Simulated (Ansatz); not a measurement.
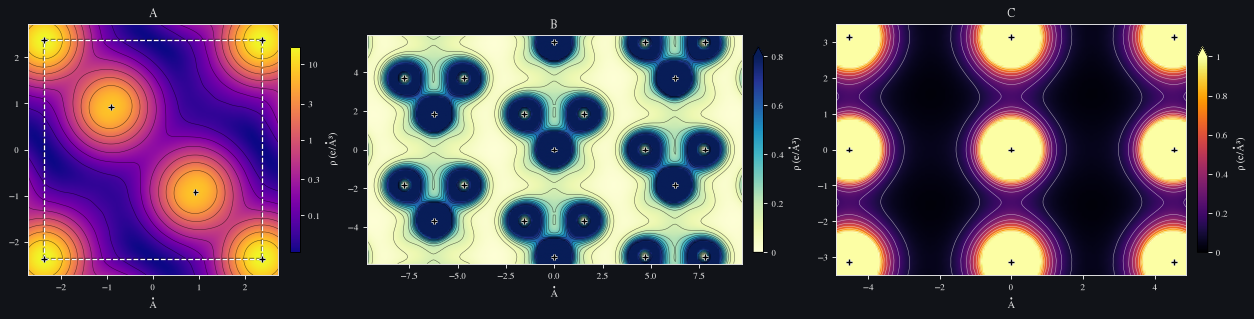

The valence pseudo-density of 3 systems, each on a plane through atoms (crosses mark nuclei in the plane).

Level of theory: Ansatz 0.2.0, DFT PBE, plane waves, PAW.

System 1: SnTe, the (100) plane of the conventional cell. Space group I4/mmm.

System 2: SnO2, the (001) plane of the conventional cell. Space group P4₂/mnm; computed pressure about 5 GPa in this cell.

System 3: MoS2, the (110) plane of the conventional cell. Space group R3m; computed without spin polarisation.

```
Mo S
1.0
     3.20432    0.00000    0.00000
    -1.60216    2.77502    0.00000
     0.00000    0.00000   18.70875
Mo S
3 6
Cartesian
  0.0000 0.0000 0.0019
  1.6022 0.9250 6.2381
  0.0000 1.8500 12.4744
  0.0000 0.0000 4.6869
  1.6022 0.9250 10.9231
  0.0000 1.8500 17.1593
  0.0000 1.8500 1.5538
  0.0000 0.0000 7.7901
  1.6022 0.9250 14.0263
```

Match each panel to its system.

Answer. Panel A is system 2, SnO2: the plane holds Sn and O. Sn–O (2.05 Å): the density is about 0.67 e/Å³ at the midpoint. Panel B is system 3, MoS2: the plane holds Mo and S. Mo–S (2.41 Å): the density is about 0.6 e/Å³ at the midpoint. Panel C is system 1, SnTe: the plane holds Sn and Te. Sn–Te (3.15 Å): the density is about 0.22 e/Å³ at the midpoint.
